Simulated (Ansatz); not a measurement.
**Geometry relaxation, with input and output: Zn$_{8}$S$_{7}$ (charge +1) (part 3 of 3)**

The same run, continued: Zn$_{8}$S$_{7}$ (defect cell, 15 atoms in the cell, total charge +1); DFT PBE, scalar-relativistic, plane waves, PAW, spin-polarised (Ansatz 0.2.0); cutoff 420 eV, 2×2×2 k-mesh, Gaussian smearing of 0.01 eV, collinear spins. The structure derives from a Materials Project entry. It belongs to a series of runs on one base structure; here: S vacancy (site b), charge +1, atoms relaxed at the host's cell.

Geometry of the input (Å; fractional positions):
```
0.0000  0.0000  6.3046
-3.8441  -6.6581  0.0000
7.6881  -0.0000  0.0000
Zn 0.1075  0.1667  0.8333
Zn -0.0170  0.1719  0.3360
Zn -0.0170  0.6640  0.8281
Zn -0.0170  0.6640  0.3360
Zn 0.4980  0.3312  0.1623
Zn 0.4980  0.3312  0.6688
Zn 0.4930  0.8333  0.1667
Zn 0.4980  0.8377  0.6688
S  0.3650  0.1681  0.3341
S  0.3650  0.6659  0.8319
S  0.3650  0.6659  0.3341
S  0.8736  0.3258  0.1516
S  0.8736  0.3258  0.6742
S  0.8660  0.8333  0.1667
S  0.8736  0.8484  0.6742
```

## Trajectory as extended XYZ, continued
```
15
Lattice="0.0000 0.0000 6.3046 -3.8441 -6.6581 0.0000 7.6881 -0.0000 0.0000" Properties=species:S:1:pos:R:3:forces:R:3 step=3 energy=-32881.75222
Zn    5.7661   -1.1097    0.2819    0.0000   0.0000  -0.5317
Zn    1.9220   -1.1134   -0.0909    0.0000   0.0100   0.0934
Zn    3.8408   -4.4369   -0.0909    0.0087  -0.0050   0.0934
Zn    0.0032   -4.4369   -0.0909   -0.0087  -0.0050   0.0934
Zn    0.1395   -2.2999    3.2155    0.1612  -0.0930   0.0472
Zn    3.7046   -2.2999    3.2155   -0.1612  -0.0930   0.0472
Zn   -1.9220   -5.5484    3.1490    0.0000   0.0000   0.0193
Zn    1.9220   -5.3874    3.2155    0.0000   0.1861   0.0472
S     1.9220   -1.1037    2.3103    0.0000   0.0911  -0.0440
S     3.8492   -4.4417    2.3103    0.0789  -0.0455  -0.0440
S    -0.0052   -4.4417    2.3103   -0.0789  -0.0455  -0.0440
S    -0.0536   -2.1884    5.5200    0.0964  -0.0556   0.0495
S     3.8977   -2.1884    5.5200   -0.0964  -0.0556   0.0495
S    -1.9220   -5.5484    5.4745    0.0000   0.0000   0.0739
S     1.9220   -5.6103    5.5200    0.0000   0.1113   0.0495
15
Lattice="0.0000 0.0000 6.3046 -3.8441 -6.6581 0.0000 7.6881 -0.0000 0.0000" Properties=species:S:1:pos:R:3:forces:R:3 step=4 energy=-32881.86366
Zn    5.7661   -1.1097    0.0871    0.0000   0.0000  -0.2883
Zn    1.9220   -1.1093   -0.0563    0.0000   0.0445   0.0454
Zn    3.8444   -4.4389   -0.0563    0.0386  -0.0223   0.0454
Zn   -0.0003   -4.4389   -0.0563   -0.0386  -0.0223   0.0454
Zn    0.1907   -2.3295    3.2203    0.0126  -0.0072  -0.0060
Zn    3.6534   -2.3295    3.2203   -0.0126  -0.0072  -0.0060
Zn   -1.9220   -5.5484    3.1840    0.0000   0.0000   0.1146
Zn    1.9220   -5.3282    3.2203    0.0000   0.0145  -0.0060
S     1.9220   -1.0824    2.3162    0.0000  -0.0328   0.0213
S     3.8677   -4.4524    2.3162   -0.0284   0.0164   0.0213
S    -0.0236   -4.4524    2.3162    0.0284   0.0164   0.0213
S    -0.0098   -2.2137    5.5141   -0.0541   0.0312   0.0258
S     3.8538   -2.2137    5.5141    0.0541   0.0312   0.0258
S    -1.9220   -5.5484    5.5158    0.0000   0.0000  -0.0857
S     1.9220   -5.5597    5.5141    0.0000  -0.0625   0.0258
15
Lattice="0.0000 0.0000 6.3046 -3.8441 -6.6581 0.0000 7.6881 -0.0000 0.0000" Properties=species:S:1:pos:R:3:forces:R:3 step=5 energy=-32881.90503
Zn    5.7661   -1.1097   -0.1129    0.0000   0.0000  -0.1137
Zn    1.9220   -1.0953   -0.0256    0.0000   0.0163   0.0375
Zn    3.8565   -4.4459   -0.0256    0.0141  -0.0081   0.0375
Zn   -0.0124   -4.4459   -0.0256   -0.0141  -0.0081   0.0375
Zn    0.1919   -2.3302    3.2244   -0.0624   0.0360  -0.0485
Zn    3.6522   -2.3302    3.2244    0.0624   0.0360  -0.0485
Zn   -1.9220   -5.5484    3.2068    0.0000   0.0000   0.0155
Zn    1.9220   -5.3268    3.2244    0.0000  -0.0721  -0.0485
S     1.9220   -1.0813    2.3337    0.0000  -0.0086   0.0138
S     3.8686   -4.4529    2.3337   -0.0074   0.0043   0.0138
S    -0.0246   -4.4529    2.3337    0.0074   0.0043   0.0138
S     0.0105   -2.2254    5.5178   -0.0230   0.0133   0.0356
S     3.8336   -2.2254    5.5178    0.0230   0.0133   0.0356
S    -1.9220   -5.5484    5.5250    0.0000   0.0000  -0.0165
S     1.9220   -5.5364    5.5178    0.0000  -0.0266   0.0356
15
Lattice="0.0000 0.0000 6.3046 -3.8441 -6.6581 0.0000 7.6881 -0.0000 0.0000" Properties=species:S:1:pos:R:3:forces:R:3 step=6 energy=-32881.93220
Zn    5.7661   -1.1097   -0.2630    0.0000   0.0000  -0.1208
Zn    1.9220   -1.0850    0.0040    0.0000   0.0021  -0.0083
Zn    3.8654   -4.4511    0.0040    0.0018  -0.0010  -0.0083
Zn   -0.0214   -4.4511    0.0040   -0.0018  -0.0010  -0.0083
Zn    0.1667   -2.3156    3.2148   -0.0731   0.0422   0.0016
Zn    3.6774   -2.3156    3.2148    0.0731   0.0422   0.0016
Zn   -1.9220   -5.5484    3.2185    0.0000   0.0000  -0.0009
Zn    1.9220   -5.3560    3.2148    0.0000  -0.0844   0.0016
S     1.9220   -1.0811    2.3512    0.0000  -0.0054   0.0062
S     3.8688   -4.4530    2.3512   -0.0047   0.0027   0.0062
S    -0.0248   -4.4530    2.3512    0.0047   0.0027   0.0062
S     0.0228   -2.2325    5.5232   -0.0052   0.0030   0.0404
S     3.8213   -2.2325    5.5232    0.0052   0.0030   0.0404
S    -1.9220   -5.5484    5.5348    0.0000   0.0000   0.0018
S     1.9220   -5.5221    5.5232    0.0000  -0.0060   0.0404
15
Lattice="0.0000 0.0000 6.3046 -3.8441 -6.6581 0.0000 7.6881 -0.0000 0.0000" Properties=species:S:1:pos:R:3:forces:R:3 step=7 energy=-32881.96001
Zn    5.7661   -1.1097   -0.4581    0.0000   0.0000  -0.0894
Zn    1.9220   -1.0715    0.0336    0.0000  -0.0027  -0.0304
Zn    3.8772   -4.4579    0.0336   -0.0023   0.0013  -0.0304
Zn   -0.0331   -4.4579    0.0336    0.0023   0.0013  -0.0304
Zn    0.1233   -2.2906    3.2120    0.0102  -0.0059   0.0622
Zn    3.7208   -2.2906    3.2120   -0.0102  -0.0059   0.0622
Zn   -1.9220   -5.5484    3.2226    0.0000   0.0000  -0.0360
Zn    1.9220   -5.4060    3.2120    0.0000   0.0118   0.0622
S     1.9220   -1.0874    2.3712    0.0000   0.0358  -0.0009
S     3.8634   -4.4499    2.3712    0.0310  -0.0179  -0.0009
S    -0.0193   -4.4499    2.3712   -0.0310  -0.0179  -0.0009
S     0.0371   -2.2408    5.5387   -0.0260   0.0150  -0.0004
S     3.8070   -2.2408    5.5387    0.0260   0.0150  -0.0004
S    -1.9220   -5.5484    5.5391    0.0000   0.0000   0.0337
S     1.9220   -5.5056    5.5387    0.0000  -0.0300  -0.0004
15
Lattice="0.0000 0.0000 6.3046 -3.8441 -6.6581 0.0000 7.6881 -0.0000 0.0000" Properties=species:S:1:pos:R:3:forces:R:3 step=8 energy=-32881.96643
Zn    5.7661   -1.1097   -0.5383    0.0000   0.0000  -0.0376
Zn    1.9220   -1.0691    0.0333    0.0000  -0.0025   0.0110
Zn    3.8792   -4.4590    0.0333   -0.0021   0.0012   0.0110
Zn   -0.0351   -4.4590    0.0333    0.0021   0.0012   0.0110
Zn    0.1344   -2.2970    3.2280   -0.0125   0.0072   0.0053
Zn    3.7097   -2.2970    3.2280    0.0125   0.0072   0.0053
Zn   -1.9220   -5.5484    3.2224    0.0000   0.0000  -0.0352
Zn    1.9220   -5.3933    3.2280    0.0000  -0.0144   0.0053
S     1.9220   -1.0872    2.3731    0.0000   0.0227   0.0066
S     3.8636   -4.4500    2.3731    0.0196  -0.0113   0.0066
S    -0.0195   -4.4500    2.3731   -0.0196  -0.0113   0.0066
S     0.0363   -2.2403    5.5474    0.0402  -0.0232  -0.0050
S     3.8078   -2.2403    5.5474   -0.0402  -0.0232  -0.0050
S    -1.9220   -5.5484    5.5406    0.0000   0.0000   0.0194
S     1.9220   -5.5066    5.5474    0.0000   0.0464  -0.0050
15
Lattice="0.0000 0.0000 6.3046 -3.8441 -6.6581 0.0000 7.6881 -0.0000 0.0000" Properties=species:S:1:pos:R:3:forces:R:3 step=9 energy=-32881.96265 accepted=F
Zn    5.7661   -1.1097   -0.7329    0.0000   0.0000   0.0540
Zn    1.9220   -1.0600    0.0589    0.0000  -0.0209  -0.0514
Zn    3.8871   -4.4636    0.0589   -0.0181   0.0104  -0.0514
Zn   -0.0430   -4.4636    0.0589    0.0181   0.0104  -0.0514
Zn    0.1188   -2.2880    3.2330    0.0759  -0.0438   0.0706
Zn    3.7252   -2.2880    3.2330   -0.0759  -0.0438   0.0706
Zn   -1.9220   -5.5484    3.2303    0.0000   0.0000   0.0133
Zn    1.9220   -5.4112    3.2330    0.0000   0.0876   0.0706
S     1.9220   -1.0849    2.3903    0.0000   0.0027  -0.0142
S     3.8656   -4.4512    2.3903    0.0024  -0.0014  -0.0142
S    -0.0215   -4.4512    2.3903   -0.0024  -0.0014  -0.0142
S     0.0491   -2.2477    5.5577   -0.0241   0.0139  -0.0264
S     3.7950   -2.2477    5.5577    0.0241   0.0139  -0.0264
S    -1.9220   -5.5484    5.5529    0.0000   0.0000  -0.0030
S     1.9220   -5.4918    5.5577    0.0000  -0.0278  -0.0264
15
Lattice="0.0000 0.0000 6.3046 -3.8441 -6.6581 0.0000 7.6881 -0.0000 0.0000" Properties=species:S:1:pos:R:3:forces:R:3 step=10 energy=-32881.96953
Zn    5.7661   -1.1097   -0.6356    0.0000   0.0000  -0.0090
Zn    1.9220   -1.0655    0.0433    0.0000   0.0001  -0.0010
Zn    3.8823   -4.4608    0.0433    0.0001  -0.0001  -0.0010
Zn   -0.0382   -4.4608    0.0433   -0.0001  -0.0001  -0.0010
Zn    0.1374   -2.2987    3.2368   -0.0017   0.0010  -0.0058
Zn    3.7067   -2.2987    3.2368    0.0017   0.0010  -0.0058
Zn   -1.9220   -5.5484    3.2215    0.0000   0.0000   0.0289
Zn    1.9220   -5.3898    3.2368    0.0000  -0.0019  -0.0058
S     1.9220   -1.0841    2.3802    0.0000  -0.0157  -0.0044
S     3.8662   -4.4516    2.3802   -0.0136   0.0078  -0.0044
S    -0.0222   -4.4516    2.3802    0.0136   0.0078  -0.0044
S     0.0439   -2.2447    5.5523    0.0041  -0.0024   0.0086
S     3.8002   -2.2447    5.5523   -0.0041  -0.0024   0.0086
S    -1.9220   -5.5484    5.5464    0.0000   0.0000  -0.0117
S     1.9220   -5.4977    5.5523    0.0000   0.0047   0.0086
15
Lattice="0.0000 0.0000 6.3046 -3.8441 -6.6581 0.0000 7.6881 -0.0000 0.0000" Properties=species:S:1:pos:R:3:forces:R:3 step=11 energy=-32881.96970
Zn    5.7661   -1.1097   -0.6593    0.0000   0.0000  -0.0005
Zn    1.9220   -1.0643    0.0449    0.0000  -0.0046  -0.0019
Zn    3.8834   -4.4615    0.0449   -0.0040   0.0023  -0.0019
Zn   -0.0393   -4.4615    0.0449    0.0040   0.0023  -0.0019
Zn    0.1371   -2.2985    3.2387    0.0037  -0.0021   0.0014
Zn    3.7069   -2.2985    3.2387   -0.0037  -0.0021   0.0014
Zn   -1.9220   -5.5484    3.2238    0.0000   0.0000   0.0067
Zn    1.9220   -5.3901    3.2387    0.0000   0.0042   0.0014
S     1.9220   -1.0856    2.3809    0.0000   0.0058   0.0033
S     3.8649   -4.4508    2.3809    0.0050  -0.0029   0.0033
S    -0.0208   -4.4508    2.3809   -0.0050  -0.0029   0.0033
S     0.0452   -2.2455    5.5550   -0.0029   0.0016  -0.0036
S     3.7989   -2.2455    5.5550    0.0029   0.0016  -0.0036
S    -1.9220   -5.5484    5.5468    0.0000   0.0000  -0.0038
S     1.9220   -5.4962    5.5550    0.0000  -0.0033  -0.0036
```

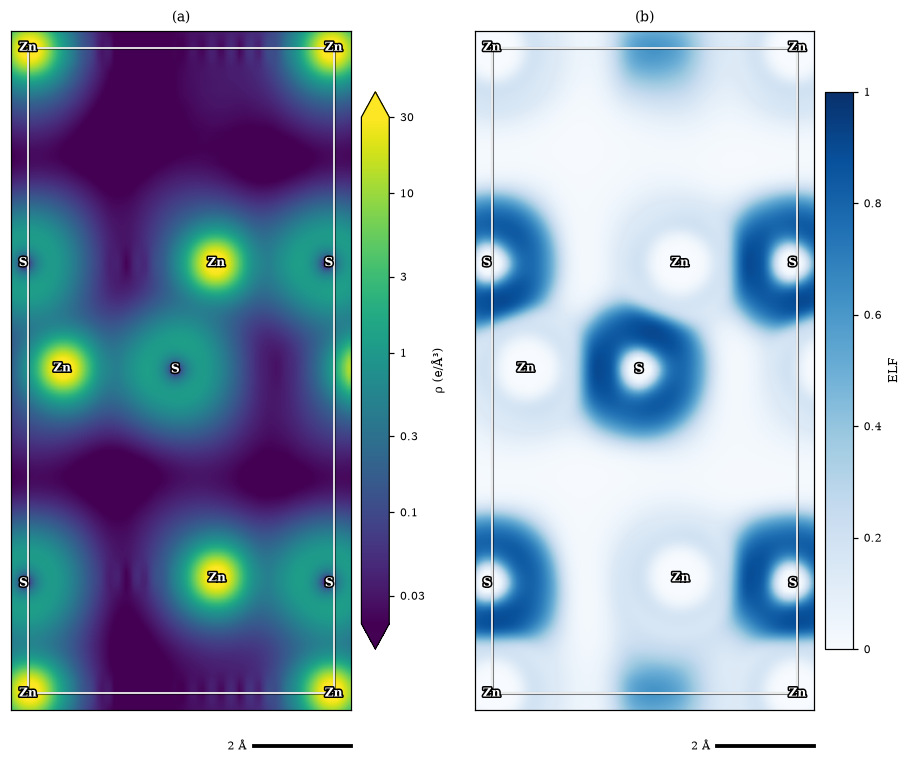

(a) valence electron density; (b) ELF on the (011) plane of the calculation cell. Atoms in the plane: Zn and S. Zn–S (2.27 Å): the density is about 0.57 e/Å³ at the midpoint; the ELF is about 0.60 at the midpoint (a polar contact without a shared pair, in a metal). Zn–S (2.32 Å): the density is about 0.53 e/Å³ at the midpoint; the ELF is about 0.55 at the midpoint; a polar contact without a shared pair, in a metal. Away from the nuclei the density in this plane falls to 0.007 e/Å³ at its lowest. In a PAW calculation such maps are meaningful between the atoms, not at the nuclei.

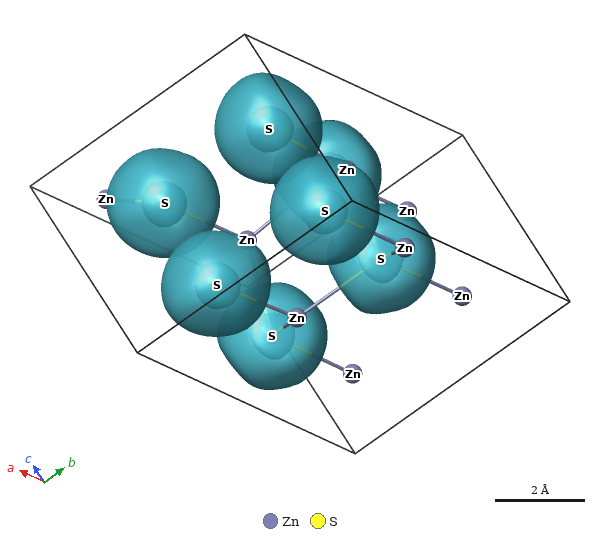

Isosurface of the electron localisation function at 0.65 (cyan), seen at an oblique angle. Core shells and regions of very low density are left out. Sticks mark near contacts. The outline is the calculation cell. Values along the shortest contacts: Zn–S (2.27 Å): the ELF is about 0.60 at the midpoint. Zn–S (2.32 Å): the ELF is about 0.55 at the midpoint; a polar contact without a shared pair, in a metal.

## Results in brief

```json
{"quantity": "outcome", "value": "converged"}
{"quantity": "electrons treated", "value": "137"}
{"quantity": "free energy", "value": "−32881.9697 eV"}
{"quantity": "Fermi energy", "value": "6.722 eV"}
{"quantity": "gap on the k-point mesh", "value": "none (metallic)"}
{"quantity": "net moment of the cell", "value": "0.50 μB"}
{"quantity": "integrated absolute moment", "value": "0.52 μB"}
{"quantity": "final volume", "value": "322.73 Å³"}
{"quantity": "largest force (length of the vector) at the end", "value": "0.007 eV/Å"}
{"quantity": "hardware", "value": "4 threads of Arm Neoverse V2, 24 GiB of memory available, shared host"}
{"quantity": "wall time", "value": "52 s (CPU time 3.4 min)"}
{"quantity": "peak memory", "value": "0.94 GiB"}
```

## Notes

The cell is charged and computed with a neutralising background, so its energy and pressure depend on the cell and aren't those of a real crystal. The k-point mesh is coarse for a cell of this size, so the results may not be converged.
